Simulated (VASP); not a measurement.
**Energy of GaN along an even scaling of the cell**

System: GaN (F-43m, 2 atoms in the cell).
Method: Kohn-Sham DFT of a periodic cell, r2SCAN, VASP PAW PBE potentials, recommended, no spin polarisation (VASP 6.6.1).

The 7 runs differ only in the geometry, by an even scaling of the cell at fixed fractional positions. The structure derives from a Materials Project entry.

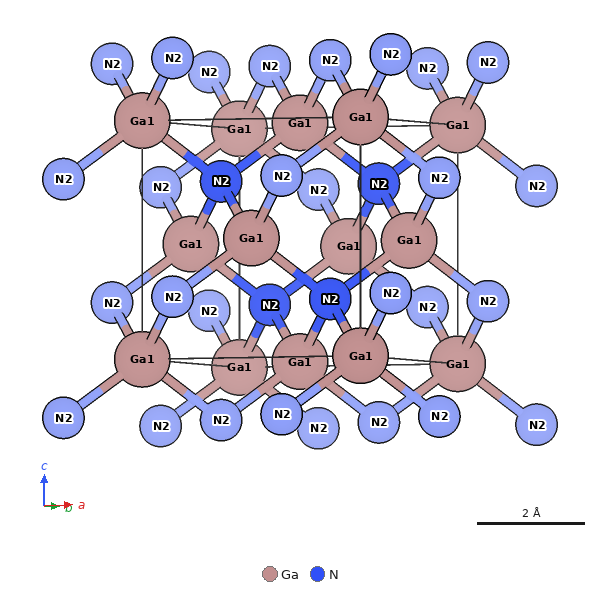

Figure 1. The structure of run 4 (ball-and-stick view of the cell 4 times as large as that of the calculation, set on its symmetry axes, seen at an oblique angle; neighbours outside the cell are drawn fainter; atoms are numbered from 1 in the order of the input).

### INCAR of run 4
```
SYSTEM = GaN
ALGO = Normal
EDIFF = 1E-6
ENCUT = 520
ISIF = 2
ISMEAR = -1
LASPH = .True.
LCHARG = .True.
LELF = .True.
LMIXTAU = .True.
LREAL = .False.
LVHAR = .True.
LWAVE = .False.
METAGGA = R2SCAN
NBANDS = 16
NELM = 60
PREC = Accurate
SIGMA = 0.05
```

### KPOINTS of run 4
```
k-points
0
Gamma
  10 10 10
  0 0 0
```

### POSCAR of run 4
```
GaN
1.0
    0.0000000000      2.2535006075      2.2535006075
    2.2535006075      0.0000000000      2.2535006075
    2.2535006075      2.2535006075      0.0000000000
Ga N
1 1
Direct
    0.0000000000      0.0000000000      0.0000000000
    0.2500000000      0.2500000000      0.2500000000
```

Command:
```bash
cat potpaw_PBE.64/Ga_d/POTCAR potpaw_PBE.64/N/POTCAR > POTCAR
mpirun -np 1 vasp_std > vasp.out
```

Lattice vectors (Å) and fractional positions of run 4:
```
   0.000000    2.253501    2.253501
   2.253501    0.000000    2.253501
   2.253501    2.253501    0.000000
Ga  0.000000  0.000000  0.000000
N   0.250000  0.250000  0.250000
```

Run 2 has the same physical settings and fractional positions; its lattice vectors (Å) are:
```
   0.000000    2.223044    2.223044
   2.223044    0.000000    2.223044
   2.223044    2.223044    0.000000
```

### Results, with one run withheld

| run | volume per atom (Å³) | free energy per atom, from the lowest run given (meV) | pressure (GPa) | gap on the mesh (eV) |
| --- | --- | --- | --- | --- |
| 1 | 10.757 | 28.06 | 13.63 | 2.53 |
| 2 | 10.986 | ? | ? | ? |
| 3 | 11.215 | 2.97 | 4.74 | 2.26 |
| 4 | 11.444 | 0.00 | −0.08 | 2.12 |
| 5 | 11.673 | 2.66 | −3.77 | 1.99 |
| 6 | 11.902 | 10.34 | −7.11 | 1.86 |
| 7 | 12.131 | 22.48 | −10.05 | 1.73 |

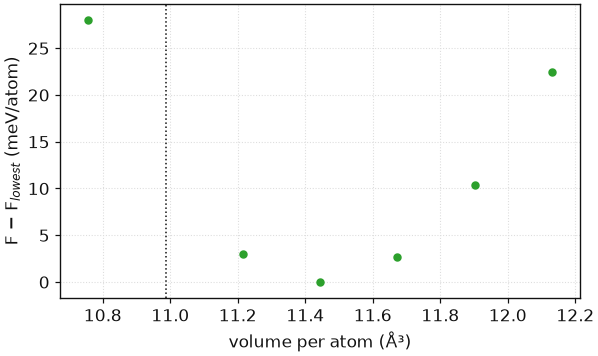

Figure 2. Free energy per atom of the runs given; the dotted line marks run 2.

What should run 2 give?

A cubic polynomial in V^(−2/3) (the Birch–Murnaghan form), fitted to the 6 runs given, misses them by at most 0.02 meV per atom. With x = V^(−2/3) − 0.19622 Å⁻², it reads F = 0.20688 − 543.25 x + 4.0244e+05 x² + 2.6262e+05 x³ (meV per atom). At run 2 it gives 12.07 meV per atom, and the run itself gives 12.06. The slope of the fit gives a pressure −dF/dV of 8.70 GPa there, and the run prints 8.57 GPa. The two needn't agree exactly: the fit is approximate, and the printed stress is taken on a finite basis. The fit has its minimum at 11.446 Å³ per atom, where V d²F/dV² gives 194 GPa: the bulk modulus at this level, since symmetry fixes the shape and the positions. The gap on the mesh goes, without turning, from 2.53 eV in run 1 to 1.73 eV in run 7; run 2 has 2.39 eV. These are gaps of this functional on this mesh, which can miss the band edges; they aren't the measured gap.

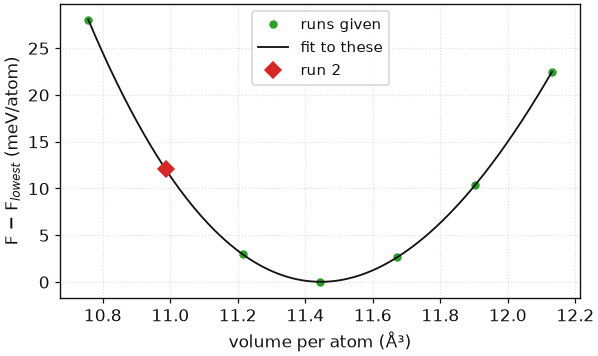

Figure 3. The fit and the withheld run.

### OSZICAR and lines of OUTCAR (run 2)
```
N       E                     dE             d eps       ncg     rms          rms(c)
DAV:   1     0.749712630153E+02    0.74971E+02   -0.10128E+04  1310   0.262E+03
DAV:   2    -0.200258620117E+02   -0.94997E+02   -0.88689E+02  1380   0.363E+02
DAV:   3    -0.267243238789E+02   -0.66985E+01   -0.66621E+01  1352   0.883E+01
DAV:   4    -0.268325501384E+02   -0.10823E+00   -0.10819E+00  1491   0.121E+01
DAV:   5    -0.268339447437E+02   -0.13946E-02   -0.13946E-02  1330   0.124E+00    0.734E+00
DAV:   6    -0.214942142311E+02    0.53397E+01   -0.41131E+00  1833   0.537E+01    0.279E+00
DAV:   7    -0.219345327659E+02   -0.44032E+00   -0.84463E-01  1484   0.116E+01    0.183E+00
DAV:   8    -0.217470396598E+02    0.18749E+00   -0.36311E-01  1298   0.793E+00    0.138E+00
DAV:   9    -0.217802272273E+02   -0.33188E-01   -0.19277E-01  1227   0.580E+00    0.699E-01
DAV:  10    -0.218740799015E+02   -0.93853E-01   -0.61097E-02  1222   0.394E+00    0.294E-01
DAV:  11    -0.218794959176E+02   -0.54160E-02   -0.18143E-03  1407   0.536E-01    0.277E-01
DAV:  12    -0.218796080369E+02   -0.11212E-03   -0.71102E-05  1335   0.106E-01    0.253E-01
DAV:  13    -0.218726516704E+02    0.69564E-02   -0.35106E-03  1293   0.724E-01    0.239E-01
DAV:  14    -0.218727897196E+02   -0.13805E-03   -0.26380E-04  1232   0.214E-01    0.179E-01
DAV:  15    -0.218727849188E+02    0.48008E-05   -0.12167E-05  1552   0.373E-02    0.164E-01
DAV:  16    -0.218728368768E+02   -0.51958E-04   -0.44414E-05  1472   0.104E-01    0.353E-02
DAV:  17    -0.218728129618E+02    0.23915E-04   -0.11451E-05  1592   0.859E-02    0.160E-02
DAV:  18    -0.218728208629E+02   -0.79011E-05   -0.30659E-06  1342   0.269E-02    0.103E-02
DAV:  19    -0.218728164196E+02    0.44433E-05   -0.28667E-06  1249   0.239E-02    0.273E-03
DAV:  20    -0.218728185136E+02   -0.20940E-05   -0.24117E-07   626   0.748E-03    0.264E-03
DAV:  21    -0.218728179412E+02    0.57235E-06   -0.13238E-07   626   0.526E-03
   1 F= -.21872818E+02 E0= -.21872818E+02  d E =-.743923E-10
[... from OUTCAR:]
  free energy    TOTEN  =       -21.87281794 eV
  energy without entropy =      -21.87281794  energy(sigma->0) =      -21.87281794
 E-fermi :   6.4126     XC(G=0): -12.8772     alpha+bet :-13.9364
  free  energy   TOTEN  =       -21.8728179412 eV
  energy  without entropy=      -21.8728179412  energy(sigma->0) =      -21.87281794
```
